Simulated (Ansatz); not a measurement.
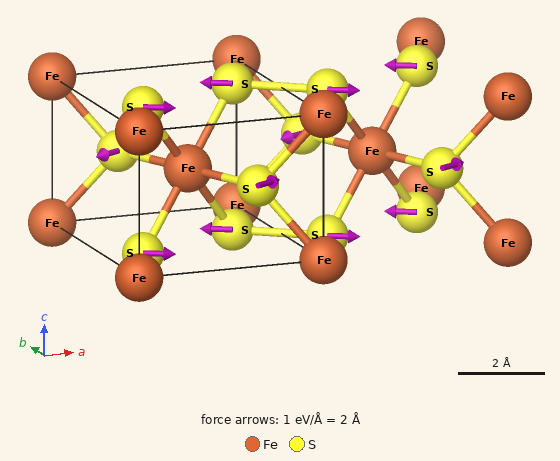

A changed version of a crystal of FeS$_{2}$ (built on the database structure type) at its r2SCAN-relaxed geometry, with the computed forces as purple arrows. Style: ball-and-stick. Shown: the cell of the calculation, repeated 2 × 1 × 1 with one cell outlined, slightly off an axis.

The calculation used Ansatz 0.2.0, DFT, PBE, plane waves, PAW. Set-up: plane-wave cutoff 420 eV; k-point mesh 6 × 6 × 8; occupations fermi dirac; smearing width 0.02 eV; no spin polarisation.

### Describe the distortion and the response.

All lengths are scaled by +4.0 % (volume +12.5 %). The atoms were relaxed with r2SCAN under that strain, and this is a single point on that geometry. It costs 74.6 meV per atom. Pressure: 0.8 GPa before, −13.1 GPa after. The principal stresses (compression positive) are −12.5 GPa along a and −13.3 GPa across it. The largest forces, 0.39 eV/Å, act on 4 S atoms of the calculation's cell. Some distances before and after: Fe–S 2.226 → 2.324 Å, Fe–S 2.246 → 2.334 Å, S–S 2.216 → 2.292 Å. The space group stays Pnnm (No. 58).

Limits of the set-up: an element that often carries a moment was run without spin polarisation.
